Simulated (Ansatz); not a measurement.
Consider Al15As16 (cell charge +1, with a compensating background) (cell with a defect).

The calculation's input:

```
crystal:
  lattice:
    - [-5.7279123196, 5.7279123196, -5.7279123196]
    - [-5.7279123196, -5.7279123196, 5.7279123196]
    - [5.7279123196, 5.7279123196, 5.7279123196]
  atoms:
    - { symbol: Al, position: [0.5025298254, 0.0005577405, 0.5] }
    - { symbol: Al, position: [0.5025298254, 0.75, 0.7505577405] }
    - { symbol: Al, position: [0.25, 0.25, 0.5] }
    - { symbol: Al, position: [0.248027915, -0.0025298254, 0.7474701746] }
    - { symbol: Al, position: [0.25, 0.75, 0.0] }
    - { symbol: Al, position: [0.0005577405, 0.5025298254, 0.5] }
    - { symbol: Al, position: [-0.0025298254, 0.248027915, 0.7474701746] }
    - { symbol: Al, position: [-0.0025298254, -0.0025298254, -0.001972085] }
    - { symbol: Al, position: [0.0005577405, 0.75, 0.2525298254] }
    - { symbol: Al, position: [0.75, 0.5025298254, 0.7505577405] }
    - { symbol: Al, position: [0.75, 0.25, 0.0] }
    - { symbol: Al, position: [0.75, 0.0005577405, 0.2525298254] }
    - { symbol: Al, position: [0.4994422595, 0.4994422595, 0.001972085] }
    - { symbol: Al, position: [0.4994422595, 0.251972085, 0.2494422595] }
    - { symbol: Al, position: [0.251972085, 0.4994422595, 0.2494422595] }
    - { symbol: As, position: [-0.0015861699, -0.0015861699, 0.7484138301], spin: 0.5 }
    - { symbol: As, position: [0.75, 0.2502509905, 0.7493166127] }
    - { symbol: As, position: [0.75, -0.0006833873, 0.0002509905] }
    - { symbol: As, position: [0.5006833873, 0.5006833873, 0.7509343778] }
    - { symbol: As, position: [0.4990656222, 0.2497490095, -0.0002509905] }
    - { symbol: As, position: [0.5006833873, 0.0009343778, 0.2506833873] }
    - { symbol: As, position: [0.2502509905, 0.75, 0.7493166127] }
    - { symbol: As, position: [0.2497490095, 0.4990656222, -0.0002509905] }
    - { symbol: As, position: [0.2497490095, 0.2497490095, 0.2490656222] }
    - { symbol: As, position: [0.2502509905, -0.0006833873, 0.5] }
    - { symbol: As, position: [-0.0006833873, 0.75, 0.0002509905] }
    - { symbol: As, position: [0.0009343778, 0.5006833873, 0.2506833873] }
    - { symbol: As, position: [-0.0006833873, 0.2502509905, 0.5] }
    - { symbol: As, position: [0.75, 0.75, 0.2515861699], spin: 0.5 }
    - { symbol: As, position: [0.75, 0.5015861699, 0.5], spin: 0.5 }
    - { symbol: As, position: [0.5015861699, 0.75, 0.5], spin: 0.5 }
  host:
    lattice:
      - [0.0, 2.8639561598, 2.8639561598]
      - [2.8639561598, 0.0, 2.8639561598]
      - [2.8639561598, 2.8639561598, 0.0]
    atoms:
      - { symbol: Al, position: [0.0, 0.0, 0.0] }
      - { symbol: As, position: [0.75, 0.75, 0.75] }
total_charge: 1
basis:
  ecutwfc: 420
  xc_grid: 2
kpoints:
  mp_grid: { grid: [2, 2, 2], shift: [0.5, 0.5, 0.5] }
hamiltonian:
  xc: pbe
scf:
  occupations: { method: gaussian, width: 0.01 }
output:
  forces: true
  stress: false
  eigenvalues: true
  populations: true
  charged_corrections:
    defect_position: [0.75, 0.75, 0.5]
    epsilon: [[11.5641, 0.0, 0.0], [0.0, 11.5641, 0.0], [0.0, 0.0, 11.5641]]
  write_density: true
  write_potential: true
  elf: true
  volumetric_format: npy
magnetization:
  spin_polarized: true
relax:
  adjacent_minimum: "off"
  f_tol: 0.025
  max_steps: 45
```

Launched as:

```sh
ansatz run input.yaml --threads 4 --pin off --max-ram 6144MiB --backend cpu --events-out ev --progress --plain --runs-dir out
```

The fields are those of the relaxed geometry.

Spin-polarised.

Computed with DFT PBE, scalar-relativistic, plane waves, PAW (Ansatz).

What will maps of the valence pseudo-density and electron localisation function show?

Answer. Al–As (2.47 Å): the density is about 0.47 e/Å³ at the midpoint; the ELF peaks at about 0.95 between the atoms.

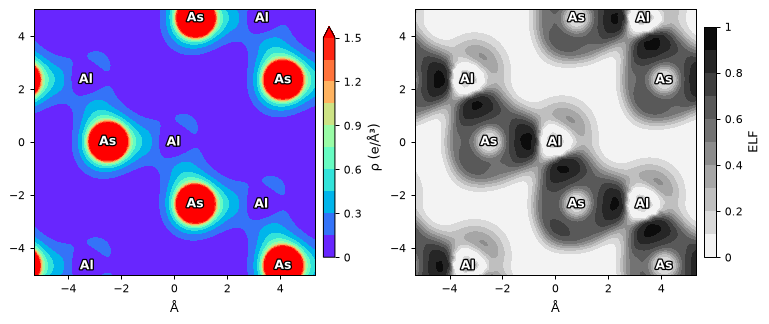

Computed valence pseudo-density and electron localisation function on the (100) plane of the calculation cell, in this order. 

The density is the valence pseudo-density of a PAW calculation; it isn't the true density close to the nuclei.
